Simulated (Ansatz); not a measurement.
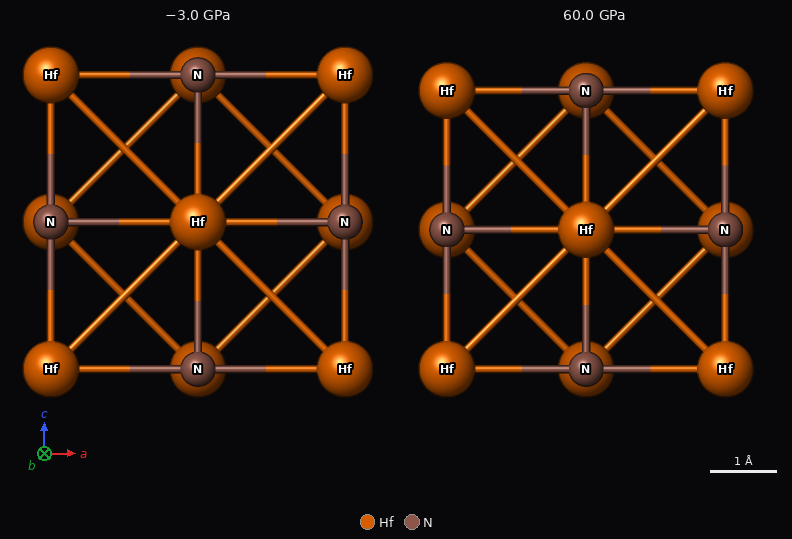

Crystalline HfN (set up in Fm-3m), relaxed (cell and atoms) at several target pressures. The picture shows the first and the last member. The picture is a ball-and-stick view of the conventional cell (4 times the calculation's cell), seen along the b axis. Lengths and directions refer to the drawn axes.

Computed with Ansatz 0.2.0: DFT PBEsol, scalar-relativistic, plane waves, PAW. Settings: plane-wave cutoff 420 eV; k-point mesh 16 × 16 × 16; occupations gaussian; smearing width 0.1 eV; no spin polarisation; cell and atoms relaxed; force threshold 0.008 eV/Å.

| pressure (GPa) | volume (Å³/atom) | a (Å) |
| --- | --- | --- |
| −3.0 | 11.526 | 4.518 |
| 0.0 | 11.404 | 4.502 |
| 3.0 | ? | ? |
| 8.0 | 11.105 | 4.462 |
| 15.0 | 10.871 | 4.431 |
| 30.0 | 10.446 | 4.372 |
| 60.0 | 9.787 | 4.278 |

> Fill in the missing row.

Murnaghan's form V = V₀(1 + B′P/B₀)^(−1/B′), with V₀ = 11.404 Å³ from the row at zero pressure, fits the other rows with B₀ = 286 GPa and B′ = 3.96 (largest miss 0.002 Å³). At 3.0 GPa it gives 11.404 × (1 + 3.96 × 3.0/286)^(−1/3.96) = 11.287 Å³ per atom. The calculation gives 11.285 Å³/atom (a = 4.486 Å). The estimate is 0.002 Å³/atom too high. From the first member to the last: Hf–Hf 3.195 → 3.025 Å, Hf–N 2.259 → 2.139 Å.

The whole series:

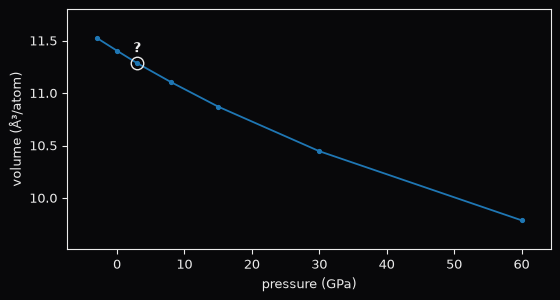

Each member starts from this one structure; whether another phase lies lower wasn't checked.
